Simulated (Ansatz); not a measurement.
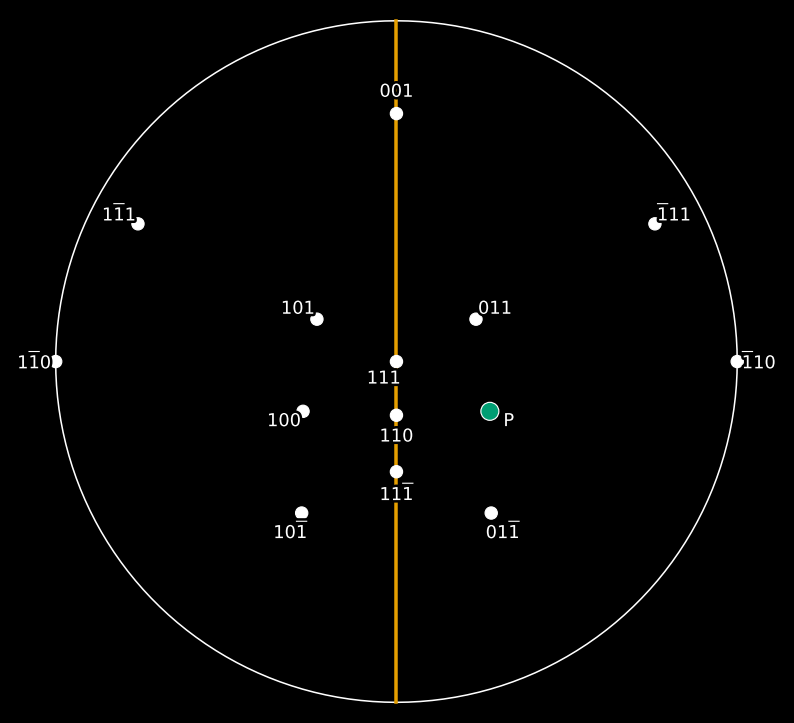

For Ge, the end point of a relaxation with DFT, BLYP, plane waves (420 eV) with PAW, scalar-relativistic in Ansatz; the starting structure was generated, so it need not be a known form of this composition: stereographic projection of plane normals (upper hemisphere) centred on (1 1 1). All values are computed from the atomic coordinates in the standard setting (tolerance 0.002 Å).

a = 3.181 Å, b = 3.181 Å, c = 4.920 Å, α = 90.00°, β = 90.00°, γ = 120.00°.

### Index the pole marked P.

P is (0 1 0), in four indices (0 1 −1 0), 34.5° from the centre.

### Which zone does the coloured great circle trace?

The zone [1 −1 0]: its poles satisfy h − k = 0.

### What is the angle between the normals of (0 1 −1) and (1 0 0), and what are their d_hkl = 1/|g|?

64.1°; d = 2.404 Å and 2.755 Å.
